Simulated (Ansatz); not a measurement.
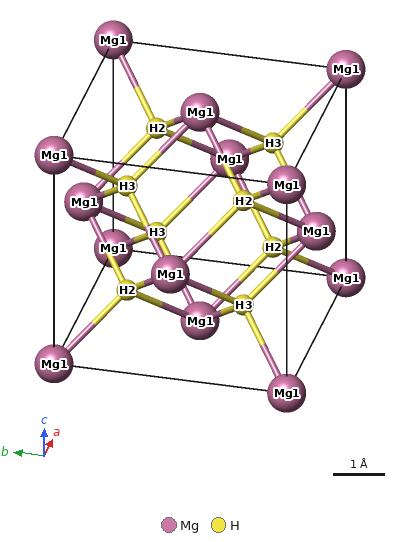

**Figure 1.** The structure as given in the input (ball-and-stick view of the cell 4 times as large as that of the calculation, set on its symmetry axes, seen at an oblique angle; atoms are numbered from 1 in the order of the input).

Single-point calculation of MgH2

- system: MgH2 (Fm-3m, 3 atoms in the cell)
- method: DFT PBE, scalar-relativistic, plane waves, PAW, no spin polarisation (Ansatz 0.2.0)

The structure derives from a Materials Project entry. Figures and captions count atoms from 1; the log counts them from 0 in places.

### Output
```
Engine: ansatz 0.2.0, aarch64-unknown-linux-gnu
Pseudopotentials: kind: paw
Pseudopotential: Mg, paw, valence charge 10, recommended cutoff 420 eV (normal), Mg.paw.azcp
Pseudopotential: H, paw, valence charge 1, recommended cutoff 420 eV (normal), H.paw.azcp
Functional definition: PBE
  parameter kappa = 0.804
  parameter beta = 0.06672455060314922
  exchange = pbe_x(kappa = kappa, mu = beta*pi^2/3)
  correlation = pbe_c(beta = beta)
Crystal: 3 atoms, lattice volume = 26.999 Å³
Basis set: ecut = 420 eV, 531 PW (Γ), exchange–correlation on 48×48×48 points (8 copies of the dense FFT grid, shifted against one another)
Bands: 10, of which v1, the nominal top of the filled ones, is band 6 counted from 1 (5 counted from 0)
Symmetry: 48 space group operations
Space group: Fm-3m (ITA 225), of the structure as read, at distance tolerance 3.0e-5 Å
k-points: 72 of 1728
Non-local potential: Mg, projectors of the file, l = 0: 3, l = 1: 2, l = 2: 1
Non-local potential: H, projectors of the file, l = 0: 2, l = 1: 1
PAW form: soft (Blöchl's): semilocal exchange-correlation on the pseudo side does not see the compensation charge
PAW one-centre angular grid: Mg, 110 points (default); XC on 64 Gauss nodes
PAW one-centre angular grid: H, 110 points (default); XC on 64 Gauss nodes
Initial density: superposition of atomic densities (neutral atoms: chi_scale 0, normalization atom), corrected by the library's trained network
Initial wavefunctions: pseudopotential atomic-orbital guess
Functional: x = pbe(κ = 0.804, μ = 0.2195149727645171), c = pbe(β = 0.06672455060314922)
SCF iter   1: F=—  HF=-1955.763957 eV  |F-HF|=—  |Δ(HF+E_count)|=         —  Δρ=4.65e-3  dr2=5.09e-3  ethr=1.77e-3  ⟨swp⟩=5.6  Hψ=4736  notcnv=0
preconditioner: auto → none  [insulator: Δε(μ)=0.070 eV  Ē_g=11.549 eV  σ=0.050 eV  W_gap=0.53  n_scr=8 (ndim 8)  ℏωp=14.3 eV  f_vac=0.000  D(μ)=0.48/eV (n_scr^D=0)  ε∞_Penn≈2.5]
SCF iter   2: F=—  HF=-1955.762264 eV  |F-HF|=—  |Δ(HF+E_count)|=   1.69e-3  Δρ=1.19e-3  dr2=3.57e-4  ethr=4.24e-5  ⟨swp⟩=2.0  Hψ=1536  notcnv=0  defer=2
SCF iter   3: F=—  HF=-1955.762207 eV  |F-HF|=—  |Δ(HF+E_count)|=   5.72e-5  Δρ=1.79e-4  dr2=4.47e-6  ethr=2.98e-6  ⟨swp⟩=2.0  Hψ=847  notcnv=0  defer=2
SCF iter   4: F=—  HF=-1955.762209 eV  |F-HF|=—  |Δ(HF+E_count)|=   1.85e-6  Δρ=3.38e-5  dr2=2.61e-7  ethr=3.72e-8  ⟨swp⟩=3.0  Hψ=1137  notcnv=0  defer=2
iter 5 did not close the SCF: its close was put off for the readings that it lacked (scf_convergence_deferred on its scf_iter line)
SCF iter   5: F=-1955.762209 eV  HF=-1955.762209 eV  |F-HF|=3.45e-9  |Δ(HF+E_count)|=   6.89e-8  Δρ=2.87e-6  dr2=1.37e-9  ethr=2.17e-9  ⟨swp⟩=2.0  Hψ=852  notcnv=0  defer=2
SCF iter   6: F=-1955.762209 eV  HF=-1955.762209 eV  |F-HF|=5.23e-12  |Δ(HF+E_count)|=   4.16e-9  Δρ=3.37e-7  dr2=3.11e-11  ethr=1.14e-11  ⟨swp⟩=1.6  Hψ=2144  notcnv=0
SCF 1 converged in 6 iterations: F = -1955.762209 eV  dr2 = 3.11e-11
  greatest PAW one-centre occupation: 1.000 electrons in one spin orbital (limit 2), on the Mg atom at site 0 (counted from 0), in its partial waves of l = 0
```

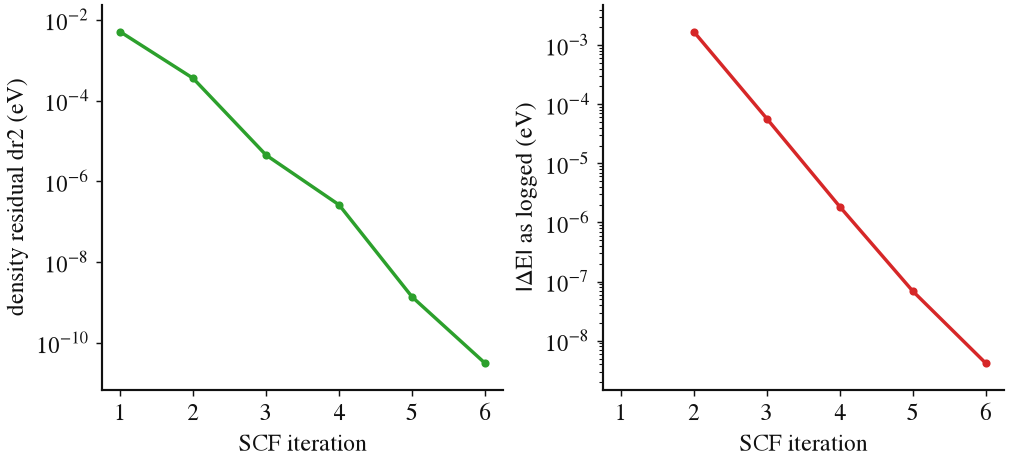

**Figure 2.** Convergence of the self-consistent field: density residual dr2 and size of the energy change against the SCF iteration. The residual falls at every step.

```
SCF converged after 6 iterations
Free energy (F): -1955.762209 eV
Harris-Foulkes:  -1955.762209 eV  (|F-HF|=5.23e-12)
Internal energy: -1955.761325 eV  (E = F + TS)
E sigma→0 (E₀):  -1955.761767 eV
Entropy (-TS):   -0.000883 eV (-0.294 meV/atom)
Fermi energy:    5.694541 eV
--- Per-component energies (eV) ---
  E_band       = -363.726901
  E_kinetic    = 104.980796
  E_local      = -1641.493172  (includes V_loc(G=0)·N_el)
  E_nonlocal   = 97.793246
  E_hartree    = 583.283766
  E_xc         = -47.886046
  E_vxc        = -61.850891  (∫ρ·V_xc dr)
  E_paw        = -293.600468  (= ΣΔE_a)
  E_vpaw       = -29.721865  (= ΣTr[D̂ρ^β])
  E_aug_tail   = -0.002506  (compensation charges beyond the density's cutoff)
  E_ewald      = -758.836941
  E_smearing   = -0.000883  (= −TS)
  E_closure    = 0.000000  (closes the sum)
  Σ components = -1955.762209   (vs F -1955.762209, Δ=0.00e0)
--- Forces (eV/Å), atoms counted from 1 ---
  atom   1  Mg    -0.00000000     0.00000000     0.00000000
  atom   2  H     -0.00000000    -0.00000000     0.00000000
  atom   3  H      0.00000000     0.00000000    -0.00000000
  max |Σ_I F_I| component: 2.26e-21 eV/Å
--- Stress (GPa, compression-positive) ---
       -0.152924       0.000000       0.000000
        0.000000      -0.152924       0.000000
       -0.000000       0.000000      -0.152924
  P = ⅓ Tr σ = -0.1529 GPa (-1.529 kbar)
--- Band table (eV; the first three rows and the last of 72) ---
  k-point 0: bands = ["-70.7890", "-37.5340", "-37.5340", "-37.5340", "-4.2462", "6.6028", "15.0168", "15.0168", "15.0168", "17.6177"]
  k-point 1: bands = ["-70.7889", "-37.5353", "-37.5342", "-37.5342", "-4.1188", "6.3146", "14.3563", "14.8261", "14.8261", "17.7346"]
  k-point 2: bands = ["-70.7886", "-37.5387", "-37.5347", "-37.5347", "-3.7390", "5.4987", "13.3683", "14.4921", "14.4921", "16.5736"]
  k-point 71: bands = ["-70.7872", "-37.5465", "-37.5465", "-37.5409", "1.2554", "1.2554", "6.7400", "7.1955", "15.4415", "15.4415"]
--- Bader charges: 3 sites ---
  site symbol  charge [e]  shift [e]
     0     Mg      1.6749     0.0005
     1      H     -0.8374     0.0003
     2      H     -0.8374     0.0003
  estimated error of the sums over rays = 1.7e-4 e
```

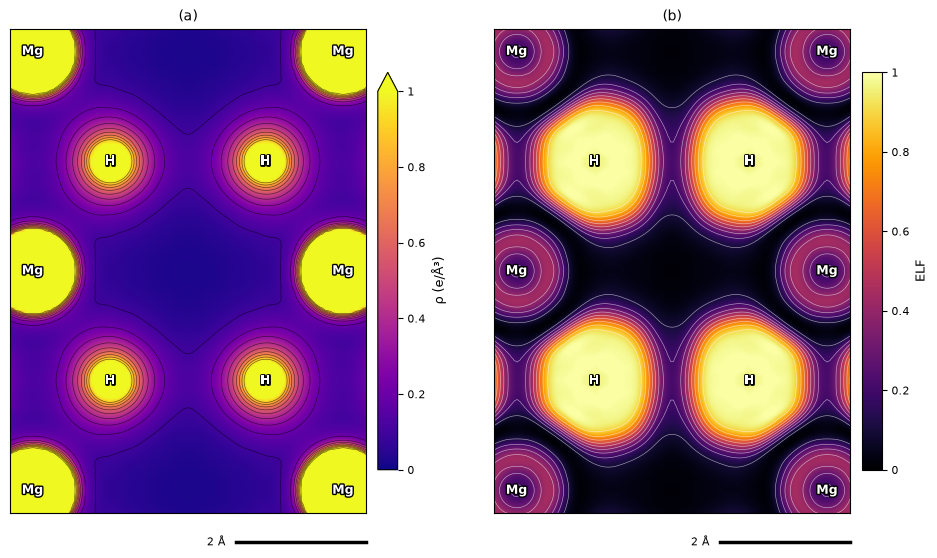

**Figure 3.** (a) valence pseudo-density; (b) ELF on the (110) plane of the conventional cell. The section cuts through Mg and H sites. Mg–H (2.06 Å): the density is about 0.16 e/Å³ at the midpoint; the ELF climbs to about 1 towards the hydrogen, as it does in any bond to H. Away from the nuclei the density in this plane falls to 0.02 e/Å³ at its lowest. Core electrons are frozen (PAW), so the fields are smoothed inside the atomic spheres.

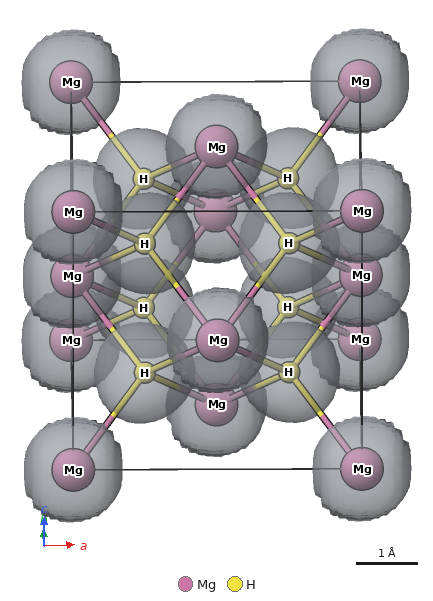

**Figure 4.** Isosurface of the valence pseudo-density at 0.2 e/Å³ (grey), seen at an oblique angle. Sticks mark near contacts. The outline is the cell set on symmetry axes. At this value the density breaks into separate islands; it holds about 80 % of the electrons treated as valence (semicore included). It is pinched off along the Mg–H (2.06 Å) contacts. On the grid the lowest density along these lines, outside the cores, is 0.16 e/Å³ (Mg–H, 2.06 Å).

This output came from the following input.

### Input
```yaml
crystal:
  lattice:
    - [0.0, 2.3810671667, 2.3810671667]
    - [2.3810671667, 0.0, 2.3810671667]
    - [2.3810671667, 2.3810671667, 0.0]
  atoms:
    - { symbol: Mg, position: [0.0, 0.0, 0.0] }
    - { symbol: H, position: [0.75, 0.75, 0.75] }
    - { symbol: H, position: [0.25, 0.25, 0.25] }
basis:
  ecutwfc: 420
  fft_grid_basis: typed
kpoints:
  mp_grid: { grid: [12, 12, 12] }
hamiltonian:
  xc: pbe
scf:
  occupations: { method: gaussian, width: 0.05 }
output:
  forces: true
  stress: true
  eigenvalues: true
  bader: true
  write_density: true
  volumetric_format: npy
  elf: true
```

Launched with:
```bash
ansatz run input.yaml --threads 1 --pin off --max-ram 2560MiB --backend cpu --events-out ev --progress --plain --runs-dir out
```

### Results in brief

| quantity | value |
| --- | --- |
| outcome | converged |
| space group (tolerance 0.01 Å) | Fm-3m (225) |
| electrons treated | 12 |
| free energy | −1955.7622 eV |
| Fermi energy | 5.695 eV |
| gap on the k-point mesh | none (metallic) |
| pressure | −0.15 GPa |
| largest force (length of the vector) | under 0.001 eV/Å |
| hardware | 1 thread of Arm Neoverse V2, 24 GiB of memory available, shared host |
| wall time | 9 s |
| peak memory | 0.27 GiB |
